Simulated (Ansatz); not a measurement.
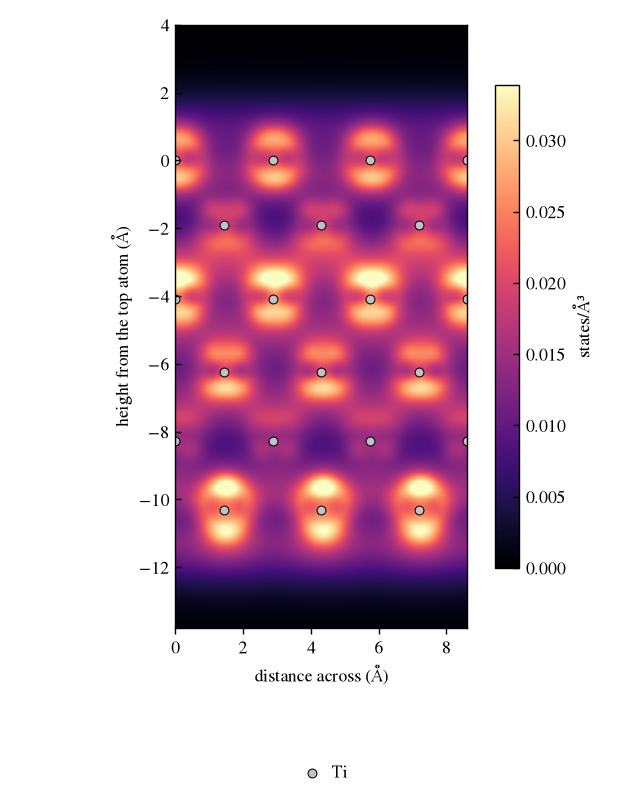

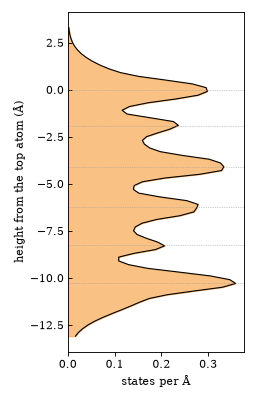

Density of all states between 0.00 and +0.25 eV (zero: the Fermi level) of Ti(100) (Fm-3m bulk, 6 atomic planes (those closer than 0.6 Å count as one), 10 Å): side view, averaged along the second cell vector, and the full density summed over planes, the part near the nuclei included (dotted lines mark the atomic planes).

The first picture shows the smooth PAW orbitals' density alone, which lacks about 27 % of these states' charge, near the nuclei; the shares below count all of it.

All numbers here come from DFT PBE, scalar-relativistic, plane waves, PAW in Ansatz 0.2.0. Cutoff 420 eV, 20 × 20 k-points, Gaussian smearing 0.1 eV, dipole correction. The slab is a cut without reconstruction beyond its cell, at the source's lattice constants, with its lower half held fixed and the rest relaxed. Relaxation changes the spacing of inner planes by up to 8 %, all the same way; the held half keeps the source's spacing. This isn't the element's usual hcp form. No spin polarisation.

The calculation's input:

```yaml
crystal:
  lattice:
    - [2.87085353, 0.0, 0.0]
    - [0.0, 2.87085353, 0.0]
    - [0.0, 0.0, 30.149999897]
  atoms:
    - { symbol: Ti, position: [0.5, 0.5, 0.3316749597] }
    - { symbol: Ti, position: [0.0, 0.0, 0.3990049702] }
    - { symbol: Ti, position: [0.5, 0.5, 0.4663349901] }
    - { symbol: Ti, position: [0.0, 0.0, 0.5373342369] }
    - { symbol: Ti, position: [0.5, 0.5, 0.6098226711] }
    - { symbol: Ti, position: [0.0, 0.0, 0.6731889782] }
basis:
  ecutwfc: 420
  fft_grid_basis: typed
kpoints:
  mp_grid: { grid: [20, 20, 1] }
hamiltonian:
  xc: pbe
scf:
  occupations: { method: gaussian, width: 0.1 }
output:
  forces: true
  eigenvalues: true
  band_densities:
    - { e_range: [-2.0, -1.0] }
    - { e_range: [-1.0, -0.5] }
    - { e_range: [-0.5, -0.25] }
    - { e_range: [-0.25, 0.0] }
    - { e_range: [0.0, 0.25] }
    - { e_range: [0.25, 0.5] }
    - { e_range: [0.5, 1.0] }
    - { e_range: [1.0, 1.5] }
  band_residual_tolerance: 1.0e-05
  write_potential: true
  elf: true
  write_density: true
  volumetric_format: npy
efield:
  axis: 3
  dipole_correction: true
  ramp_width: 0.04
checkpoint:
  read: start.run
  write: ck
  compress: false
  write_wavefunctions: false
  write_every: 100000
```

Launched as:

```sh
ansatz run input.yaml --threads 4 --pin off --max-ram 5898MiB --backend cpu --events-out ev --progress --plain --runs-dir out
```

Run time of this step alone (it restarts from the relaxed density): 78 s on 4 threads of Arm Neoverse N1 (shared host), peak memory 1.1 GiB.

> How is this energy window spread over the atomic planes?

The window holds 2.8 states per cell. Shares by plane (space cut midway between planes), top to bottom: Ti 18 %, Ti 13 %, Ti 19 %, Ti 16 %, Ti 11 %, Ti 23 %; the outer planes' shares include the vacuum, and density in a gap between layers is shared out between the planes on either side.
